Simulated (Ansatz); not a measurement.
# What a change does: single-point calculation on C₁₂H

System: C₁₂H (slab, 26 atoms in the cell).
Method of run 1: DFT PBE, scalar-relativistic, plane waves, PAW, PAW set soft_1, no spin polarisation (Ansatz 0.2.0).

The structure derives from an entry of the Crystallography Open Database. Text and figures count atoms from 1; the logs count them from 0 in places.

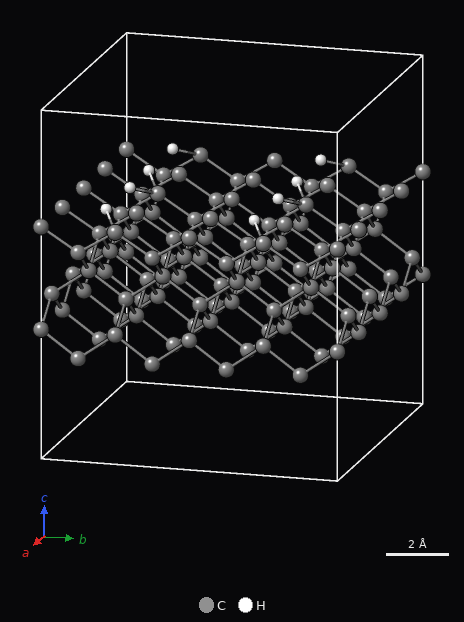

**Figure 1.** The structure as given in the input (ball-and-stick view of the 2 × 2 repeat of the cell, with the vacuum cut short, seen slightly off an axis). An atom can appear more than once, as a periodic image.

**The input, run 1**
```yaml
crystal:
  lattice:
    - [5.0509324483, 0.0, 0.0]
    - [0.0, 5.0509324483, 0.0]
    - [0.0, 0.0, 22.375493353]
  atoms:
    - { symbol: C, position: [0.0, 0.25, 0.178767008] }
    - { symbol: C, position: [0.0, 0.75, 0.178767008] }
    - { symbol: C, position: [0.5, 0.25, 0.178767008] }
    - { symbol: C, position: [0.5, 0.75, 0.178767008] }
    - { symbol: C, position: [0.0, 0.0, 0.218671699] }
    - { symbol: C, position: [0.0, 0.5, 0.218671699] }
    - { symbol: C, position: [0.5, 0.0, 0.218671699] }
    - { symbol: C, position: [0.5, 0.5, 0.218671699] }
    - { symbol: C, position: [0.25, 0.0, 0.2585763899] }
    - { symbol: C, position: [0.25, 0.5, 0.2585763899] }
    - { symbol: C, position: [0.75, 0.0, 0.2585763899] }
    - { symbol: C, position: [0.75, 0.5, 0.2585763899] }
    - { symbol: C, position: [0.25, 0.25, 0.2976014419] }
    - { symbol: C, position: [0.25, 0.75, 0.2976014419] }
    - { symbol: C, position: [0.75, 0.25, 0.2976014419] }
    - { symbol: C, position: [0.75, 0.75, 0.2976014419] }
    - { symbol: C, position: [0.0, 0.25, 0.3394883053] }
    - { symbol: C, position: [0.0, 0.75, 0.3394883053] }
    - { symbol: C, position: [0.5, 0.25, 0.3394883053] }
    - { symbol: C, position: [0.5, 0.75, 0.3394883053] }
    - { symbol: C, position: [0.0, 0.0, 0.3743154719] }
    - { symbol: C, position: [0.0, 0.5, 0.3743154719] }
    - { symbol: C, position: [0.5, 0.0, 0.3743154719] }
    - { symbol: C, position: [0.5, 0.5, 0.3743154719] }
    - { symbol: H, position: [0.7787537229, 0.375, 0.3944267603] }
    - { symbol: H, position: [1.2212462771, 0.375, 0.3944267603] }
basis:
  ecutwfc: 420
kpoints:
  mp_grid: { grid: [5, 5, 1] }
hamiltonian:
  xc: pbe
  pseudopotentials: { kind: paw, azcp: { folder: soft_1 } }
scf:
  occupations: { method: gaussian, width: 0.05 }
output:
  forces: true
  eigenvalues: true
efield:
  axis: 3
  dipole_correction: true
  ramp_width: 0.04
```

Command:
```bash
ansatz run input.yaml --threads 2 --pin off --max-ram 6144MiB --backend cpu --events-out ev --progress --plain --runs-dir out
```

Hardware: 2 threads of Arm Neoverse N1, 98 GiB of memory available, shared host.

**Output, shortened to warnings, some set-up lines, iterations and results (run 1)**
```
Basis set: ecut = 420 eV, 11159 PW (Γ), exchange–correlation on 72×72×300 points (8 copies of the dense FFT grid, shifted against one another)
Symmetry: 2 space group operations
k-points: 9 of 25 (time reversal used)
Initial density: superposition of atomic densities (neutral atoms: chi_scale 0, normalization atom)
[...]
SCF iter   1: F=—  HF=-6030.535770 eV  |F-HF|=—  |Δ(HF+E_count)|=         —  Δρ=6.41e-2  dr2=1.78e1  ethr=3.10e-3  p=0.000 e·Å  D=1.73e-7 V/Å  ΔV_dip=-0.00 eV  …
SCF iter   2: F=—  HF=-6025.157055 eV  |F-HF|=—  |Δ(HF+E_count)|=    5.38e0  Δρ=1.64e-2  dr2=1.28e0  ethr=3.10e-3  p=0.152 e·Å  D=4.80e-2 V/Å  ΔV_dip=-1.07 eV  …
SCF iter   3: F=—  HF=-6024.999953 eV  |F-HF|=—  |Δ(HF+E_count)|=   1.57e-1  Δρ=8.29e-3  dr2=6.60e-1  ethr=1.31e-3  p=0.121 e·Å  D=3.85e-2 V/Å  ΔV_dip=-0.86 eV  …
SCF iter   4: F=—  HF=-6024.931128 eV  |F-HF|=—  |Δ(HF+E_count)|=   6.88e-2  Δρ=3.45e-3  dr2=1.16e-1  ethr=6.74e-4  p=0.128 e·Å  D=4.06e-2 V/Å  ΔV_dip=-0.91 eV  …
SCF iter   5: F=—  HF=-6024.922172 eV  |F-HF|=—  |Δ(HF+E_count)|=   8.96e-3  Δρ=6.90e-4  dr2=3.91e-3  ethr=1.18e-4  p=0.138 e·Å  D=4.36e-2 V/Å  ΔV_dip=-0.98 eV  …
SCF iter   6: F=—  HF=-6024.922564 eV  |F-HF|=—  |Δ(HF+E_count)|=   3.92e-4  Δρ=3.06e-4  dr2=7.22e-4  ethr=3.99e-6  p=0.142 e·Å  D=4.49e-2 V/Å  ΔV_dip=-1.01 eV  …
SCF iter   7: F=—  HF=-6024.922772 eV  |F-HF|=—  |Δ(HF+E_count)|=   2.08e-4  Δρ=1.15e-4  dr2=1.15e-4  ethr=7.37e-7  p=0.144 e·Å  D=4.57e-2 V/Å  ΔV_dip=-1.02 eV  …
SCF iter   8: F=—  HF=-6024.922783 eV  |F-HF|=—  |Δ(HF+E_count)|=   1.09e-5  Δρ=4.34e-5  dr2=1.56e-5  ethr=1.17e-7  p=0.145 e·Å  D=4.60e-2 V/Å  ΔV_dip=-1.03 eV  …
SCF iter   9: F=—  HF=-6024.923134 eV  |F-HF|=—  |Δ(HF+E_count)|=   3.51e-4  Δρ=2.21e-5  dr2=5.23e-6  ethr=1.59e-8  p=0.145 e·Å  D=4.61e-2 V/Å  ΔV_dip=-1.03 eV  …
SCF iter  10: F=—  HF=-6024.923136 eV  |F-HF|=—  |Δ(HF+E_count)|=   2.22e-6  Δρ=9.04e-6  dr2=1.08e-6  ethr=5.33e-9  p=0.145 e·Å  D=4.61e-2 V/Å  ΔV_dip=-1.03 eV  …
SCF iter  11: F=—  HF=-6024.923137 eV  |F-HF|=—  |Δ(HF+E_count)|=   7.46e-7  Δρ=5.21e-6  dr2=3.04e-7  ethr=1.10e-9  p=0.145 e·Å  D=4.61e-2 V/Å  ΔV_dip=-1.03 eV  …
SCF iter  12: F=-6024.923137 eV  HF=-6024.923137 eV  |F-HF|=1.16e-7  |Δ(HF+E_count)|=   2.64e-7  Δρ=2.74e-6  dr2=7.04e-8  ethr=1.02e-10  p=0.145 e·Å  D=4.61e-2 V/Å  …
SCF 1 converged in 12 iterations: F = -6024.923137 eV  dr2 = 7.04e-8
SCF converged after 12 iterations
Free energy (F): -6024.923137 eV
Harris-Foulkes:  -6024.923137 eV  (|F-HF|=1.16e-7)
Internal energy: -6024.915912 eV  (E = F + TS)
E sigma→0 (E₀):  -6024.919525 eV
Entropy (-TS):   -0.007226 eV (-0.278 meV/atom)
Fermi energy:    -2.019651 eV
Dipole field:    D = 0.046078 V/Å  (p = 0.145362 e·Å, saw-weighted, corrected)
Work function:   Φ+ = 6.4752 eV   Φ− = 7.5062 eV
Levels:          The Fermi level and band energies are counted from a zero that moves with the ramp; work functions are not
--- Per-component energies (eV) ---
  E_band       = -997.741338
  E_kinetic    = 2101.190079
  E_local      = -73708.453445  (includes V_loc(G=0)·N_el)
  E_nonlocal   = 561.681917
  E_hartree    = 35813.193407
  E_xc         = -1135.895375
  E_vxc        = -1400.824227  (∫ρ·V_xc dr)
  E_paw        = -2393.862855  (= ΣΔE_a)
  E_vpaw       = -178.372472  (= ΣTr[D̂ρ^β])
  E_aug_tail   = -0.001082  (compensation charges beyond the density's cutoff)
  E_efield     = 0.003349  (sawtooth field / dipole correction)
  E_vefield    = 0.644816  (∫n·V_field dr)
  E_ewald      = 32737.228093
  E_smearing   = -0.007226  (= −TS)
  E_closure    = -0.000000  (closes the sum)
  Σ components = -6024.923137   (vs F -6024.923137, Δ=0.00e0)
--- Forces (eV/Å), atoms counted from 1 ---
  atom   1  C      0.00000000     0.02147372     2.20332389
  atom   2  C      0.00000000    -0.02783371     2.19378463
  atom   3  C      0.00000000     0.03785502     2.23737447
  atom   4  C      0.00000000    -0.04660353     2.23350310
  atom   5  C      0.00000000    -0.00375516    -2.49988063
  atom   6  C      0.00000000     0.00372514    -2.50371096
  atom   7  C      0.00000000    -0.02608696    -2.52407110
  atom   8  C      0.00000000     0.00371446    -2.56613334
  atom   9  C      0.09674837     0.01941142     0.12850772
  atom  10  C      0.03233095    -0.04224988     0.20258308
  atom  11  C     -0.09674837     0.01941142     0.12850772
  atom  12  C     -0.03233095    -0.04224988     0.20258308
  atom  13  C     -0.14162443    -0.24945912    -0.30533290
  atom  14  C     -0.14246658    -0.13892605     0.22037445
  atom  15  C      0.14162443    -0.24945912    -0.30533290
  atom  16  C      0.14246658    -0.13892605     0.22037445
  atom  17  C      0.00000000    -1.04705683    -3.10190777
  atom  18  C      0.00000000     0.52050959    -0.34248204
  atom  19  C      0.00000000    -0.39539062    -1.36963329
  atom  20  C      0.00000000     0.26889285    -0.11912769
  atom  21  C      0.00000000     0.13537945     0.33386711
  atom  22  C      0.00000000    -3.52000467     1.49982794
  atom  23  C      0.00000000     0.15140142     0.19928034
  atom  24  C      0.00000000    -1.69796420     0.75284043
[...]
```

The input of run 2 differs as follows (lines with − go, lines with + come):
```diff
-  occupations: { method: gaussian, width: 0.05 }
+  occupations: { method: fixed }
+  max_iter: 80
```

Predict how the results change.

The total energy of run 2 is 0.9 meV per atom higher, which comes with the changed settings and measures no stability. The largest force goes from 3.826 to 3.857 eV/Å. The SCF takes 16 iterations against 12. On the same kind of shared host run 2 took about 1.5 times as long.

**Output, shortened to warnings, some set-up lines, iterations and results (run 2)**
```
Basis set: ecut = 420 eV, 11159 PW (Γ), exchange–correlation on 72×72×300 points (8 copies of the dense FFT grid, shifted against one another)
Symmetry: 2 space group operations
k-points: 9 of 25 (time reversal used)
Initial density: superposition of atomic densities (neutral atoms: chi_scale 0, normalization atom)
[...]
SCF iter   1: F=—  HF=-6030.533422 eV  |F-HF|=—  |Δ(HF+E_count)|=         —  Δρ=6.42e-2  dr2=1.80e1  ethr=3.10e-3  p=0.000 e·Å  D=1.73e-7 V/Å  ΔV_dip=-0.00 eV  …
SCF iter   2: F=—  HF=-6026.310765 eV  |F-HF|=—  |Δ(HF+E_count)|=    4.22e0  Δρ=3.74e-2  dr2=2.76e1  ethr=3.10e-3  p=-0.048 e·Å  D=-1.52e-2 V/Å  ΔV_dip=0.34 eV  …
SCF iter   3: F=—  HF=-6029.019876 eV  |F-HF|=—  |Δ(HF+E_count)|=    2.71e0  Δρ=4.71e-2  dr2=1.07e2  ethr=3.10e-3  p=0.488 e·Å  D=1.55e-1 V/Å  ΔV_dip=-3.46 eV  …
SCF iter   4: F=—  HF=-6025.510266 eV  |F-HF|=—  |Δ(HF+E_count)|=    3.51e0  Δρ=2.17e-2  dr2=3.64e0  ethr=3.10e-3  p=0.129 e·Å  D=4.08e-2 V/Å  ΔV_dip=-0.91 eV  …
SCF iter   5: F=—  HF=-6025.043585 eV  |F-HF|=—  |Δ(HF+E_count)|=   4.67e-1  Δρ=1.19e-2  dr2=1.62e0  ethr=3.10e-3  p=0.161 e·Å  D=5.11e-2 V/Å  ΔV_dip=-1.14 eV  …
[... 7 lines ...]
SCF iter  13: F=—  HF=-6024.899682 eV  |F-HF|=—  |Δ(HF+E_count)|=   7.98e-5  Δρ=7.11e-5  dr2=3.20e-5  ethr=9.62e-8  p=0.132 e·Å  D=4.19e-2 V/Å  ΔV_dip=-0.94 eV  …
SCF iter  14: F=—  HF=-6024.899685 eV  |F-HF|=—  |Δ(HF+E_count)|=   3.32e-6  Δρ=2.01e-5  dr2=3.98e-6  ethr=3.26e-8  p=0.132 e·Å  D=4.20e-2 V/Å  ΔV_dip=-0.94 eV  …
SCF iter  15: F=—  HF=-6024.899687 eV  |F-HF|=—  |Δ(HF+E_count)|=   1.11e-6  Δρ=9.94e-6  dr2=4.10e-7  ethr=4.07e-9  p=0.132 e·Å  D=4.19e-2 V/Å  ΔV_dip=-0.94 eV  …
SCF iter  16: F=-6024.899687 eV  HF=-6024.899687 eV  |F-HF|=7.93e-9  |Δ(HF+E_count)|=   1.12e-7  Δρ=2.54e-6  dr2=2.93e-8  ethr=1.02e-10  p=0.132 e·Å  D=4.19e-2 V/Å  …
SCF 1 converged in 16 iterations: F = -6024.899687 eV  dr2 = 2.93e-8
SCF converged after 16 iterations
Stability not checked: this state was not tested for a lower state beside it, because the mixer in use, unlike msr1, does not test its closes by its own steps (another_mixer; see scf.mixing.algorithm and scf.lower_state_search)
Free energy (F): -6024.899687 eV
Harris-Foulkes:  -6024.899687 eV  (|F-HF|=7.93e-9)
Internal energy: -6024.899687 eV  (E = F + TS)
E sigma→0 (E₀):  -6024.899687 eV
Fermi energy:    -1.944884 eV
Dipole field:    D = 0.041996 V/Å  (p = 0.132483 e·Å, saw-weighted, corrected)
Work function:   Φ+ = 6.4421 eV   Φ− = 7.3817 eV
Levels:          The Fermi level and band energies are counted from a zero that moves with the ramp; work functions are not
--- Per-component energies (eV) ---
  E_band       = -996.740075
  E_kinetic    = 2101.280653
  E_local      = -73709.569320  (includes V_loc(G=0)·N_el)
  E_nonlocal   = 561.704966
  E_hartree    = 35814.237299
  E_xc         = -1135.916274
  E_vxc        = -1400.851375  (∫ρ·V_xc dr)
  E_paw        = -2393.866804  (= ΣΔE_a)
  E_vpaw       = -178.376751  (= ΣTr[D̂ρ^β])
  E_aug_tail   = -0.001082  (compensation charges beyond the density's cutoff)
  E_efield     = 0.002782  (sawtooth field / dipole correction)
  E_vefield    = 0.587144  (∫n·V_field dr)
  E_ewald      = 32737.228093
  E_smearing   = -0.000000  (= −TS)
  E_closure    = -0.000000  (closes the sum)
  Σ components = -6024.899687   (vs F -6024.899687, Δ=0.00e0)
--- Forces (eV/Å), atoms counted from 1 ---
  atom   1  C      0.00000000     0.00731599     2.22904251
  atom   2  C      0.00000000    -0.01182030     2.20983019
  atom   3  C      0.00000000     0.02164317     2.25958136
  atom   4  C      0.00000000    -0.02830509     2.24767015
  atom   5  C      0.00000000    -0.00611344    -2.51449344
  atom   6  C      0.00000000     0.00506805    -2.48297785
  atom   7  C      0.00000000    -0.03093555    -2.53796391
  atom   8  C      0.00000000     0.00672698    -2.55560066
  atom   9  C      0.09280618     0.01971663     0.10754133
  atom  10  C      0.02546594    -0.04555864     0.18236580
  atom  11  C     -0.09280618     0.01971663     0.10754133
  atom  12  C     -0.02546594    -0.04555864     0.18236580
  atom  13  C     -0.12940869    -0.29099599    -0.27916668
  atom  14  C     -0.12954110    -0.10314902     0.24381217
  atom  15  C      0.12940869    -0.29099599    -0.27916668
  atom  16  C      0.12954110    -0.10314902     0.24381217
  atom  17  C      0.00000000    -1.02657814    -3.08200293
  atom  18  C      0.00000000     0.48707671    -0.32970990
  atom  19  C      0.00000000    -0.39836858    -1.37383369
  atom  20  C      0.00000000     0.25819441    -0.12706979
  atom  21  C      0.00000000     0.13263017     0.25091858
[...]
```

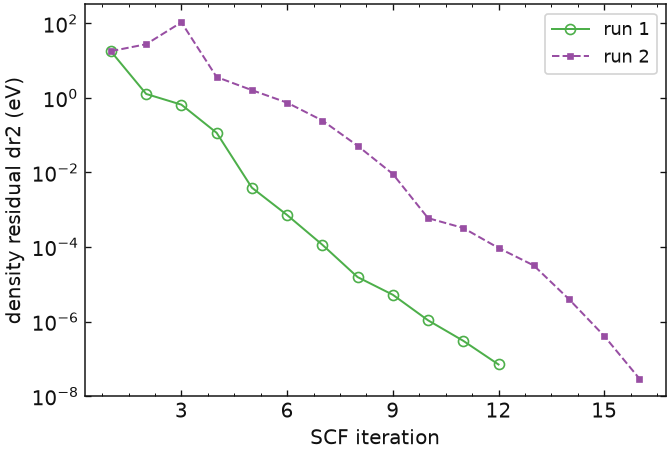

**Figure 2.** Convergence of the two runs: density residual dr2 against the SCF iteration. Run 1 takes 12 iterations in all, and run 2 takes 16.

**The two runs side by side**

```csv
quantity,run 1,run 2
outcome,converged,converged
free energy per atom (eV),−231.7278,−231.7269
gap on the mesh (eV),0.00,0.00
work function (eV),6.48,–
largest force (eV/Å),3.826,3.857
SCF iterations,12,16
irreducible k-points,9,9
plane waves at Γ,11159,11159
wall time (shared host),43 s,63 s
```

For run 2: This input holds a deliberate fault: fixed occupations whatever the gap (`scf.occupations`). It did no harm here: the run converged to the energy of the sound run within 1 meV per atom. Warnings: filled and empty bands overlap.
